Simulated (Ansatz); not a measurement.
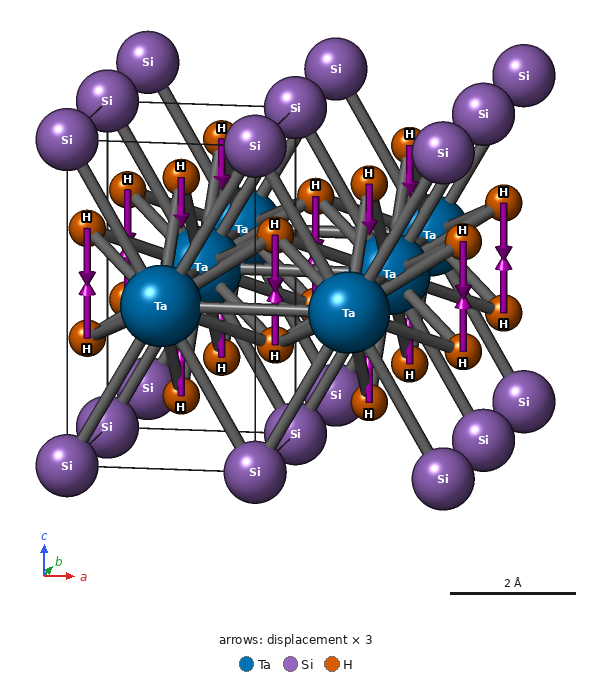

This is a relaxation of crystalline TaSiH₄ (a generated structure, set up in Pmmm) (coarse preliminary run). The starting structure is drawn; purple arrows show the displacements (the part carried along by the change of the cell is left out), 3 times their true length.

Style: ball-and-stick. Shown: the cell of the calculation, repeated 2 × 2 × 1 with one cell outlined, slightly off an axis.

Theory: DFT PBE, scalar-relativistic, plane waves, PAW in Ansatz 0.2.0. Set-up: plane-wave cutoff 420 eV; k-point mesh 6 × 6 × 4; occupations gaussian; smearing width 0.1 eV; no spin polarisation; cell and atoms relaxed; force threshold 0.04 eV/Å; at most 70 steps.

> Describe the change and its energy.

The largest moves relative to the cell, 0.32 Å, are those of H atoms. Ta and Si stay in place. Cell: a 3.079 → 3.332 Å (+8.2 %), b 3.437 → 3.034 Å (−11.7 %), c 5.334 → 4.551 Å (−14.7 %). Volume −18.5 %. Near-neighbour distances that change, for instance: H–H 1.797 → 0.890 Å, H–Ta 2.479 → 1.960 Å, Ta–Ta 3.437 → 3.034 Å, Si–Si 3.437 → 3.034 Å. Among the angles between lasting bonds that change: Ta–H–Ta 137.5° → 157.7°, Ta–H–Ta 76.9° → 93.0°, Ta–H–Ta 87.8° → 101.4°. The space group stays Pmmm (No. 47). The energy falls by 2.461 eV per cell of the calculation in 9 accepted moves (10 points after the start). The largest force component goes from 0.71 to 0.031 eV/Å. Pressure: −24.52 GPa at the start and −0.11 GPa at the end. At 1 point the geometry stayed and the basis and grid were re-selected for the new cell (energy shift of 3.4 meV per cell of the calculation at most each time).
